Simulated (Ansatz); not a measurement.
TiSi2 (slab)

The calculation's input:

```
crystal:
  lattice:
    - [4.7827940929, 0.0, 0.0]
    - [-2.3669914019, 4.1560162462, 0.0]
    - [0.0, 0.0, 25.7004598267]
  atoms:
    - { symbol: Ti, position: [0.5, 0.0, 0.2918235724] }
    - { symbol: Si, position: [0.1630629673, 0.3369370327, 0.2918235724] }
    - { symbol: Si, position: [0.8369370327, 0.6630629673, 0.2918235724] }
    - { symbol: Ti, position: [0.0, 0.0, 0.3750941435] }
    - { symbol: Si, position: [0.6630629673, 0.3369370327, 0.3750941435] }
    - { symbol: Si, position: [0.3369370327, 0.6630629673, 0.3750941435] }
    - { symbol: Ti, position: [0.0, 0.5, 0.4583647145] }
    - { symbol: Si, position: [0.6630629673, 0.8369370327, 0.4583647145] }
    - { symbol: Si, position: [0.3369370327, 0.1630629673, 0.4583647145] }
    - { symbol: Ti, position: [0.5, 0.5, 0.5416352855] }
    - { symbol: Si, position: [0.1630629673, 0.8369370327, 0.5416352855] }
    - { symbol: Si, position: [0.8369370327, 0.1630629673, 0.5416352855] }
    - { symbol: Ti, position: [0.5, 0.0, 0.6249058565] }
    - { symbol: Si, position: [0.1630629673, 0.3369370327, 0.6249058565] }
    - { symbol: Si, position: [0.8369370327, 0.6630629673, 0.6249058565] }
    - { symbol: Ti, position: [0.0, 0.0, 0.7081764276] }
    - { symbol: Si, position: [0.6630629673, 0.3369370327, 0.7081764276] }
    - { symbol: Si, position: [0.3369370327, 0.6630629673, 0.7081764276] }
basis:
  ecutwfc: 420
kpoints:
  mp_grid: { grid: [8, 8, 1] }
hamiltonian:
  xc: pbe
scf:
  occupations: { method: gaussian, width: 0.1 }
output:
  forces: true
  eigenvalues: true
  write_density: true
  write_potential: true
  elf: true
  volumetric_format: npy
relax:
  adjacent_minimum: "off"
  f_tol: 0.02
  max_steps: 60
efield:
  axis: 3
  dipole_correction: true
  ramp_width: 0.04
```

Launched as:

```sh
ansatz run input.yaml --threads 4 --pin off --max-ram 8192MiB --backend cpu --events-out ev --progress --plain --runs-dir out
```

The fields are those of the relaxed geometry.

Computed without spin polarisation.

All numbers below come from DFT PBE, scalar-relativistic, plane waves, PAW (Ansatz).

Question: What will maps of the valence pseudo-density and electron localisation function show?

Answer: Si–Si (2.61 Å): the density is about 0.32 e/Å³ at the midpoint; the ELF peaks at about 0.65 between the atoms.
Si–Si (2.70 Å): the density is about 0.28 e/Å³ at the midpoint; the ELF peaks at about 0.60 between the atoms.

Question: Does the calculation give a band gap?

Answer: It is gapless in this calculation (a metal or semimetal).

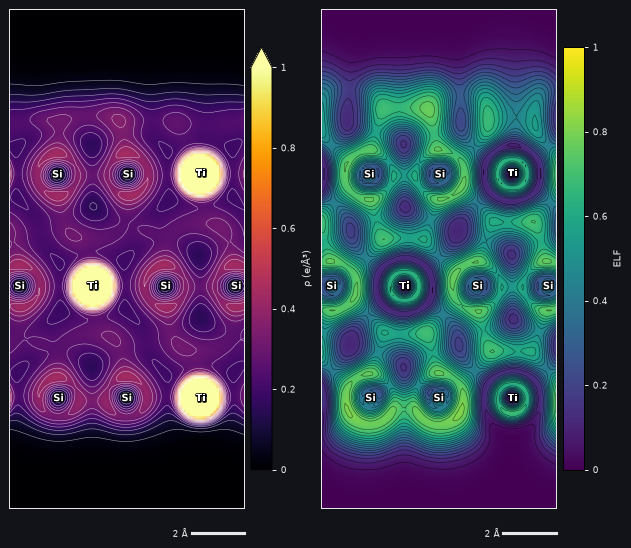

Computed valence pseudo-density and electron localisation function on the (110) plane of the calculation cell, a cut from vacuum to vacuum, in this order. 

The density is the valence pseudo-density of a PAW calculation; it isn't the true density close to the nuclei.
